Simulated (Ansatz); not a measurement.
**Run report: WSi2, single-point calculation**

WSi2 (slab, 12 atoms in the cell), computed with DFT r2SCAN, scalar-relativistic, plane waves, PAW, no spin polarisation (Ansatz 0.2.0).

The structure derives from an entry of the Crystallography Open Database. It belongs to a series of runs on one base structure; here: field: 0.6. Figures and captions count atoms from 1; the log counts them from 0 in places.

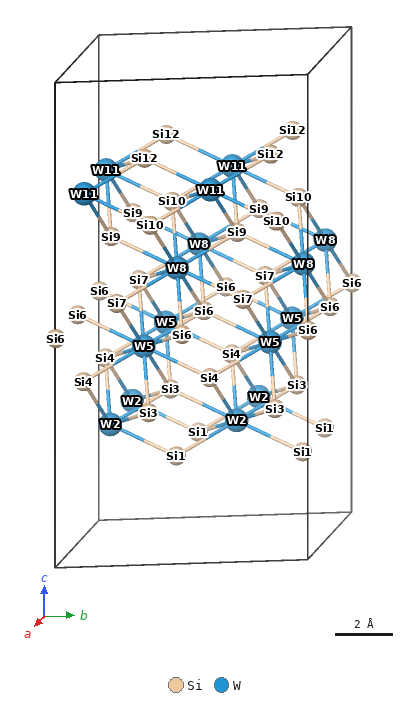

The input geometry (ball-and-stick view of the 2 × 2 repeat of the cell, with the vacuum cut short, seen slightly off an axis; atoms are numbered from 1 in the order of the input). An atom can appear more than once, as a periodic image.

**Summary**

| quantity | value |
| --- | --- |
| outcome | converged |
| electrons treated | 88 |
| free energy | −46701.5607 eV |
| Fermi energy | 4.718 eV |
| gap on the k-point mesh | none (metallic) |
| largest force (length of the vector) | 1.140 eV/Å |
| hardware | 2 threads of Intel Xeon (Granite Rapids), 32 GiB of memory available, shared host |
| wall time | 95 s (CPU time 3.1 min) |
| peak memory | 1.7 GiB |

**Notes**

Notes on the run: the k-point mesh lowers the symmetry that the run can use. Spin–orbit coupling is left out, which matters for W.

**Input file**
```yaml
crystal:
  lattice:
    - [3.2112931011, 0.0, 0.0]
    - [-1.6056465505, 4.2197285864, 0.0]
    - [0.0, 0.0, 25.8978695058]
  atoms:
    - { symbol: Si, position: [0.4311338902, 0.8622677803, 0.2895991116] }
    - { symbol: W, position: [0.144787432, 0.2895748639, 0.3279937592] }
    - { symbol: Si, position: [0.8584409738, 0.7168819476, 0.3663884069] }
    - { symbol: Si, position: [0.5759213221, 0.1518426443, 0.4042699387] }
    - { symbol: W, position: [0.2895748639, 0.5791497279, 0.4426645864] }
    - { symbol: Si, position: [0.0032284058, 0.0064568115, 0.4810592341] }
    - { symbol: Si, position: [0.7207087541, 0.4414175082, 0.5189407659] }
    - { symbol: W, position: [0.4343622959, 0.8687245918, 0.5573354136] }
    - { symbol: Si, position: [0.1480158377, 0.2960316755, 0.5957300613] }
    - { symbol: Si, position: [0.8654961861, 0.7309923722, 0.6336115931] }
    - { symbol: W, position: [0.5791497279, 0.1582994558, 0.6720062408] }
    - { symbol: Si, position: [0.2928032697, 0.5856065394, 0.7104008884] }
basis:
  ecutwfc: 500
kpoints:
  mp_grid: { grid: [12, 8, 1] }
hamiltonian:
  xc: r2scan
scf:
  occupations: { method: gaussian, width: 0.1 }
  max_iter: 68
output:
  forces: true
  stress: true
  eigenvalues: true
efield:
  axis: 3
  dipole_correction: true
  ramp_width: 0.04
  amplitude: 0.6
```

Launch command:
```bash
ansatz run input.yaml --threads 2 --pin off --max-ram 5120MiB --backend cpu --events-out ev --progress --plain --runs-dir out
```

**Log**
```
Warning: crystal.symmetry: narrowed to the stabiliser of the k-point mesh — unitary ops 2 → 1; excluded 1 operation that carries a point of the 12×8×1 mesh (shift [0, 0, 0]) off the mesh (the run samples exactly the mesh kpoints.mp_grid names, as under crystal.symmetry.detect: false, and its converged state has the mesh's symmetry, not the crystal's; ε∞, the Born charges and the force constants of a linear response (`dielectric:` by the response, `phonons.method: dfpt`) are averaged over those of the crystal's operations that the state keeps within a tolerance, where `mesh_tensors`, `unaveraged_element` or `gamma_mean_max_change_ev_ang2` stands beside them; a row that `dielectric.field_direction` solves alone is averaged likewise, with nothing beside; a Γ-centred mesh of equal divisions is mapped onto itself by every operation and keeps the whole group, as does a half-shifted one under kpoints.further_shifts: images)
Engine: ansatz 0.2.0, x86_64-unknown-linux-gnu
Pseudopotentials: kind: paw
Pseudopotential: Si, paw, valence charge 4, recommended cutoff 500 eV (meta_gga), Si.paw.azcp
Pseudopotential: W, paw, valence charge 14, recommended cutoff 500 eV (meta_gga), W.paw.azcp
Functional definition: r2SCAN
  parameter k0 = 0.174
  parameter k1 = 0.065
  parameter a1 = 4.9479
  exchange = r2scan_x(k0 = k0, k1 = k1, a1 = a1)
  correlation = r2scan_c
Crystal: 12 atoms, lattice volume = 350.936 Å³
Basis set: ecut = 500 eV, 8921 PW (Γ), exchange–correlation on 96×144×768 points (64 copies of the dense FFT grid, shifted against one another)
Bands: 56, of which v1, the nominal top of the filled ones, is band 44 counted from 1 (43 counted from 0)
Symmetry: 1 space group operations
k-points: 50 of 96 (time reversal used)
Non-local potential: Si, projectors of the file, l = 0: 2, l = 1: 2, l = 2: 2
Non-local potential: W, projectors of the file, l = 0: 3, l = 1: 2, l = 2: 2, l = 3: 1
PAW form: soft (Blöchl's): semilocal exchange-correlation on the pseudo side does not see the compensation charge
PAW frozen core: Si, regenerated for the run's functional (the file was generated under x = pbe(κ = 0.804, μ = 0.2195149727645171), c = pbe(β = 0.06672455060314922))
PAW frozen core: W, regenerated for the run's functional (the file was generated under x = pbe(κ = 0.804, μ = 0.2195149727645171), c = pbe(β = 0.06672455060314922))
PAW one-centre angular grid: Si, 302 points (default); XC on 160 Gauss nodes
PAW one-centre angular grid: W, 590 points (default); XC on 160 Gauss nodes
Initial density: superposition of atomic densities (neutral atoms: chi_scale 0, normalization atom), corrected by the library's trained network
Initial wavefunctions: pseudopotential atomic-orbital guess
Functional: x = r2scan, c = r2scan; τ floored in thin density (d = 2e-4 eV/Å³)
SCF iter   1: F=—  HF=-46715.683125 eV  |F-HF|=—  |Δ(HF+E_count)|=         —  Δρ=6.64e-2  dr2=9.20e2  dr2_τ=1.82e0  ethr=1.77e-3  p=0.001 e·Å  D=2.65e-4 V/Å  ΔV_dip=-0.01 eV  dr2_dipole=8.10e2  V_vac-E_F(+/−)=11.36/-2.58 eV  ⟨swp⟩=17.5  Hψ=20998  notcnv=0
efield: sawtooth ramp at fractional position 0.9800 (placed from the atoms, in the widest stretch of the axis that holds none; the zero of the levels goes with the place), width 0.0400; the density the first Hamiltonian is built on has a dipole p = 0.001 e·Å; the dipole correction subtracts the counter field D = 2.65e-4 V/Å, which shifts the + side's vacuum level by -0.01 eV against the − side's; the planar-averaged density in the ramp window peaks in size at 2.3e-5 e/Å³
preconditioner: auto → LDOS  [metal: Δε(μ)=0.015 eV  Ē_g=7.135 eV  σ=0.100 eV  W_gap=0.08  n_scr=62 (ndim 8)  ℏωp=14.8 eV  f_vac=0.451  D(μ)=4.50/eV (n_scr^D=18)  β→1.0]
SCF iter   2: F=—  HF=-46706.032551 eV  |F-HF|=—  |Δ(HF+E_count)|=    9.65e0  Δρ=5.02e-2  dr2=1.72e2  dr2_τ=3.56e0  ethr=1.77e-3  p=0.635 e·Å  D=3.28e-1 V/Å  ΔV_dip=-8.48 eV  dr2_dipole=1.29e2  V_vac-E_F(+/−)=5.20/-0.42 eV  ⟨swp⟩=11.9  Hψ=13829  notcnv=0  defer=264
SCF iter   3: F=—  HF=-46702.777637 eV  |F-HF|=—  |Δ(HF+E_count)|=    3.25e0  Δρ=2.35e-2  dr2=4.26e1  dr2_τ=4.02e-2  ethr=1.77e-3  p=0.863 e·Å  D=4.45e-1 V/Å  ΔV_dip=-11.53 eV  dr2_dipole=3.35e1  V_vac-E_F(+/−)=6.98/4.32 eV  ⟨swp⟩=8.4  Hψ=7846  notcnv=0  defer=260
SCF iter   4: F=—  HF=-46701.642786 eV  |F-HF|=—  |Δ(HF+E_count)|=    1.13e0  Δρ=5.78e-3  dr2=1.59e0  dr2_τ=1.61e-2  ethr=1.77e-3  p=0.849 e·Å  D=4.38e-1 V/Å  ΔV_dip=-11.34 eV  dr2_dipole=1.39e0  V_vac-E_F(+/−)=7.98/5.19 eV  ⟨swp⟩=8.3  Hψ=6841  notcnv=0  defer=254
SCF iter   5: F=—  HF=-46701.567731 eV  |F-HF|=—  |Δ(HF+E_count)|=   7.51e-2  Δρ=2.39e-3  dr2=2.34e-1  dr2_τ=2.53e-3  ethr=1.77e-3  p=0.705 e·Å  D=3.63e-1 V/Å  ΔV_dip=-9.41 eV  dr2_dipole=5.13e-2  V_vac-E_F(+/−)=8.26/3.64 eV  ⟨swp⟩=3.9  Hψ=3959  notcnv=0  defer=231
SCF iter   6: F=—  HF=-46701.563131 eV  |F-HF|=—  |Δ(HF+E_count)|=   4.60e-3  Δρ=1.10e-3  dr2=8.22e-2  dr2_τ=2.78e-4  ethr=2.66e-4  p=0.572 e·Å  D=2.95e-1 V/Å  ΔV_dip=-7.64 eV  dr2_dipole=7.94e-2  V_vac-E_F(+/−)=8.26/1.96 eV  ⟨swp⟩=3.0  Hψ=4327  notcnv=0  defer=225
SCF iter   7: F=—  HF=-46701.560953 eV  |F-HF|=—  |Δ(HF+E_count)|=   2.18e-3  Δρ=5.20e-4  dr2=1.14e-2  dr2_τ=2.76e-5  ethr=9.34e-5  p=0.575 e·Å  D=2.97e-1 V/Å  ΔV_dip=-7.68 eV  dr2_dipole=1.46e-2  V_vac-E_F(+/−)=8.22/1.96 eV  ⟨swp⟩=1.7  Hψ=2790  notcnv=0  defer=218
SCF iter   8: F=—  HF=-46701.560414 eV  |F-HF|=—  |Δ(HF+E_count)|=   5.39e-4  Δρ=2.00e-4  dr2=9.37e-4  dr2_τ=1.54e-5  ethr=1.29e-5  p=0.604 e·Å  D=3.11e-1 V/Å  ΔV_dip=-8.06 eV  dr2_dipole=1.63e-4  V_vac-E_F(+/−)=8.19/2.30 eV  ⟨swp⟩=2.9  Hψ=3934  notcnv=0  defer=217
SCF iter   9: F=—  HF=-46701.560483 eV  |F-HF|=—  |Δ(HF+E_count)|=   6.89e-5  Δρ=8.45e-5  dr2=3.14e-4  dr2_τ=2.15e-6  ethr=1.07e-6  p=0.609 e·Å  D=3.14e-1 V/Å  ΔV_dip=-8.13 eV  dr2_dipole=2.14e-4  V_vac-E_F(+/−)=8.20/2.37 eV  ⟨swp⟩=2.5  Hψ=4175  notcnv=0  defer=214
SCF iter  10: F=—  HF=-46701.560482 eV  |F-HF|=—  |Δ(HF+E_count)|=   2.20e-7  Δρ=2.78e-5  dr2=7.20e-6  dr2_τ=3.11e-7  ethr=3.56e-7  p=0.608 e·Å  D=3.13e-1 V/Å  ΔV_dip=-8.12 eV  dr2_dipole=3.66e-7  V_vac-E_F(+/−)=8.20/2.36 eV  ⟨swp⟩=2.0  Hψ=3492  notcnv=0  defer=214
SCF iter  11: F=—  HF=-46701.560730 eV  |F-HF|=—  |Δ(HF+E_count)|=   2.48e-4  Δρ=9.92e-6  dr2=1.24e-6  dr2_τ=5.74e-8  ethr=8.18e-9  p=0.608 e·Å  D=3.13e-1 V/Å  ΔV_dip=-8.12 eV  dr2_dipole=7.81e-8  V_vac-E_F(+/−)=8.20/2.36 eV  ⟨swp⟩=3.3  Hψ=5750  notcnv=0  defer=214
SCF iter  12: F=-46701.560730 eV  HF=-46701.560730 eV  |F-HF|=1.64e-8  |Δ(HF+E_count)|=   4.66e-8  Δρ=3.18e-6  dr2=6.88e-8  dr2_τ=2.49e-9  ethr=1.14e-10  p=0.608 e·Å  D=3.13e-1 V/Å  ΔV_dip=-8.12 eV  dr2_dipole=3.68e-9  V_vac-E_F(+/−)=8.20/2.36 eV  ⟨swp⟩=27.6  Hψ=26876  notcnv=0
SCF 1 converged in 12 iterations: F = -46701.560730 eV  dr2 = 6.88e-8
  greatest PAW one-centre occupation: 0.999 electrons in one spin orbital (limit 2), on the W atom at site 1 (counted from 0), in its partial waves of l = 0
```

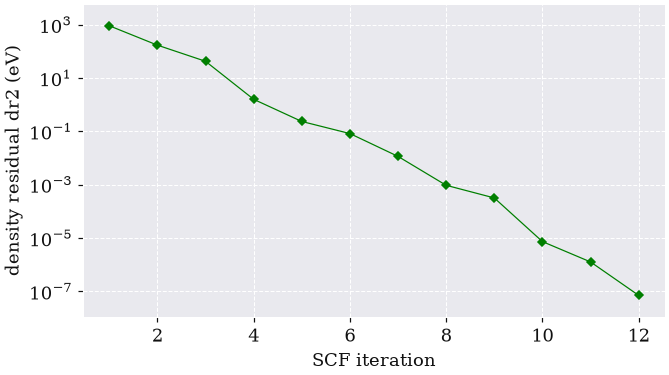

Convergence of the self-consistent field: density residual dr2 against the SCF iteration. The residual falls at every step.

```
SCF converged after 12 iterations
Free energy (F): -46701.560730 eV
Harris-Foulkes:  -46701.560730 eV  (|F-HF|=1.64e-8)
Internal energy: -46701.535196 eV  (E = F + TS)
E sigma→0 (E₀):  -46701.547963 eV
Entropy (-TS):   -0.025535 eV (-2.128 meV/atom)
Fermi energy:    4.717905 eV
Dipole field:    D = 0.313330 V/Å  (p = 0.607671 e·Å, saw-weighted, corrected)
Work function:   not extracted (applied field tilts the vacuum); planar V_es + V_field profile in the machine report
Levels:          The Fermi level and band energies are counted from a zero that moves with the ramp; work functions are not
--- Per-component energies (eV) ---
  E_band       = -1385.618676
  E_kinetic    = 2149.183841
  E_local      = -69949.970321  (includes V_loc(G=0)·N_el)
  E_nonlocal   = 198.397132
  E_hartree    = 34076.531254
  E_xc         = -1416.878694
  E_vxc        = -1453.595625  (∫ρ·V_xc dr)
  E_paw        = -38528.703087  (= ΣΔE_a)
  E_vpaw       = -554.138828  (= ΣTr[D̂ρ^β])
  E_aug_tail   = -0.000174  (compensation charges beyond the density's cutoff)
  E_vtau       = 71.608395  (kinetic-family band-sum trace: ∫τ·v_τ [+ j·A + Jᵃ·Aᵃ] dr)
  E_efield     = -0.269402  (sawtooth field / dipole correction)
  E_vefield    = -0.174201  (∫n·V_field dr)
  E_ewald      = 26773.137515
  E_core_change = -2.963259  (= ΣΔE_core)
  E_smearing   = -0.025535  (= −TS)
  E_closure    = 0.000000  (closes the sum)
  Σ components = -46701.560730   (vs F -46701.560730, Δ=0.00e0)
--- Forces (eV/Å), atoms counted from 1 ---
  atom   1  Si     0.00201288     0.19348459     0.62839545
  atom   2  W     -0.00861323     0.04899403     0.83730278
  atom   3  Si    -0.00026556    -0.00317026    -1.13984296
  atom   4  Si     0.00074897    -0.12448383    -0.59788426
  atom   5  W      0.00107275    -0.09644665     0.37216219
  atom   6  Si     0.00035567     0.10865772    -0.07718824
  atom   7  Si    -0.00005907    -0.10619542     0.05989001
  atom   8  W     -0.00205862     0.09917357    -0.32847537
  atom   9  Si    -0.00225618     0.14041371     0.59520562
  atom  10  Si     0.00130613     0.01087061     1.11490193
  atom  11  W      0.01600066    -0.05608966    -0.83528636
  atom  12  Si    -0.00824456    -0.21520420    -0.62912186
  max |Σ_I F_I| component: 5.89e-5 eV/Å
--- Stress (GPa, compression-positive) ---
       -3.314345      -0.006500       0.021407
       -0.006500      -1.591492      -0.823745
        0.021407      -0.823745      -2.061542
  P = ⅓ Tr σ = -2.3225 GPa (-23.225 kbar)
--- Band table (eV; the first three rows and the last of 50) ---
  k-point 0: bands = ["-70.6940", "-70.6876", "-70.6271", "-70.6132", "-34.5302", "-34.4402", "-34.3602", "-34.3555", "-34.3456", "-34.3317", "-34.3289", "-34.3196", "-34.2030", "-34.1912", "-34.1346", "-34.1242", "-9.4643", "-8.4887", "-7.1900", "-5.7059", "-3.9326", "-2.6114", "-2.1633", "-0.9910", "-0.8211", "-0.4335", "-0.2308", "0.7125", "0.9367", "1.8782", "1.9388", "2.0979", "2.1589", "2.2440", "2.3112", "2.3980", "2.4126", "2.9447", "3.0704", "3.7586", "3.8131", "4.2545", "4.3032", "5.0949", "5.6553", "6.7586", "6.7875", "7.5673", "7.8267", "7.9459", "7.9698", "8.5054", "8.7534", "8.7888", "8.9242", "9.1357"]
  k-point 1: bands = ["-70.6940", "-70.6875", "-70.6270", "-70.6132", "-34.5302", "-34.4402", "-34.3613", "-34.3569", "-34.3461", "-34.3319", "-34.3292", "-34.3196", "-34.2046", "-34.1928", "-34.1347", "-34.1243", "-9.3056", "-8.3381", "-7.0551", "-5.5695", "-3.9050", "-3.2042", "-2.4908", "-1.6893", "-1.3272", "-0.2676", "0.4728", "0.8431", "1.5059", "1.7324", "1.7715", "2.2880", "2.3047", "2.3292", "2.3735", "2.4046", "2.5429", "2.9399", "3.2243", "3.6230", "3.6768", "4.0885", "4.6037", "5.0362", "5.7043", "6.5507", "6.8588", "7.3712", "7.5588", "7.8878", "8.0300", "8.3169", "8.3261", "8.5488", "8.8511", "8.9199"]
  k-point 2: bands = ["-70.6940", "-70.6875", "-70.6270", "-70.6132", "-34.5303", "-34.4402", "-34.3650", "-34.3585", "-34.3477", "-34.3323", "-34.3299", "-34.3198", "-34.2083", "-34.1965", "-34.1349", "-34.1245", "-8.8410", "-7.9011", "-6.6794", "-5.2677", "-4.4270", "-3.7499", "-3.4304", "-2.5683", "-1.6189", "0.0656", "0.1543", "1.0041", "1.4488", "1.7817", "2.3360", "2.3512", "2.5194", "2.6388", "2.6812", "2.6972", "2.8038", "2.9872", "3.3660", "3.4835", "3.6168", "4.2130", "4.8287", "5.0153", "5.7624", "6.0778", "6.4988", "7.0458", "7.1607", "7.4074", "7.5622", "7.7472", "8.2058", "8.3224", "8.4520", "8.6505"]
  k-point 49: bands = ["-70.6853", "-70.6790", "-70.6188", "-70.6050", "-34.5659", "-34.5477", "-34.4971", "-34.4120", "-34.3503", "-34.3400", "-34.3375", "-34.3346", "-34.3218", "-34.3078", "-34.1830", "-34.1712", "-5.3395", "-5.3211", "-4.9469", "-4.8734", "-4.2791", "-3.4080", "-2.7904", "-1.5363", "-1.1990", "-1.1770", "-0.6925", "-0.6128", "-0.2293", "0.2809", "0.7170", "0.9761", "1.1728", "1.5825", "1.9963", "2.2284", "2.3622", "2.3715", "2.6666", "2.9943", "3.8419", "3.9920", "4.0326", "4.4834", "4.7288", "6.4411", "6.5578", "7.0619", "7.0742", "8.0204", "8.0335", "8.2079", "8.4013", "8.5384", "8.7345", "8.7531"]
```

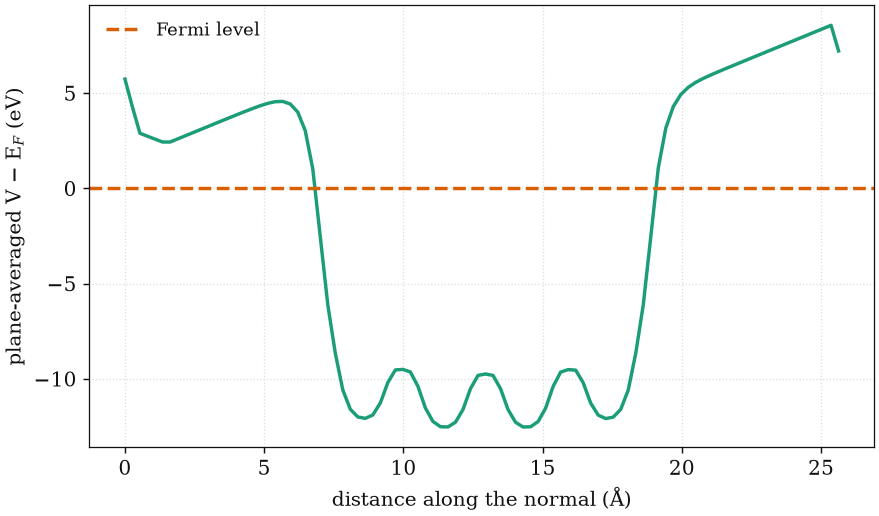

Plane average of the electrostatic potential energy of an electron across the cell, from the Fermi level.

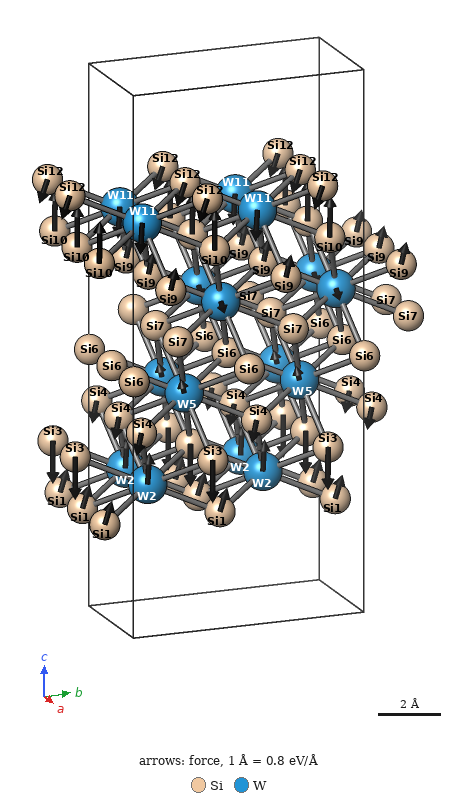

Forces on the atoms as black arrows (ball-and-stick view of the 2 × 2 repeat of the cell, with the vacuum cut short, seen slightly off an axis; bonded neighbours outside the cell are drawn too; atoms are numbered from 1 in the order of the input). The largest act on Si3 (1.14 eV/Å); Si10 (1.11 eV/Å); W2, W11 (0.84 eV/Å); Si12 (0.66 eV/Å), among others. The geometry is not a stationary point of this energy.
